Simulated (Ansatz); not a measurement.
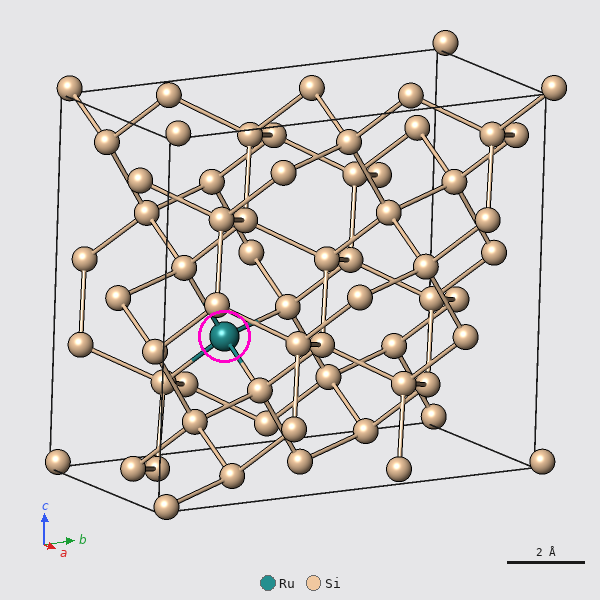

View slightly off an axis, drawn as a ball-and-stick model. The parallelepiped is the supercell. The host is Si, in a cell of 48 sites, and the cell is neutral. A ring marks the defect's site.

### What defect is present?

Ruthenium on a silicon site (a substitutional impurity). It is bonded to four Si in a tetrahedral arrangement at about 2.3 Å.

Electronic-structure method: Ansatz 0.2.0, DFT PBE, scalar-relativistic, plane waves, PAW. Parameters: E_cut = 420 eV, a 2×2×2 k-point grid, Gaussian smearing of 0.02 eV, collinear spins.

### Does the calculation give a net moment?

No net moment.

The atoms were relaxed in the host's cell with DFT PBE, scalar-relativistic, plane waves, PAW in Ansatz.
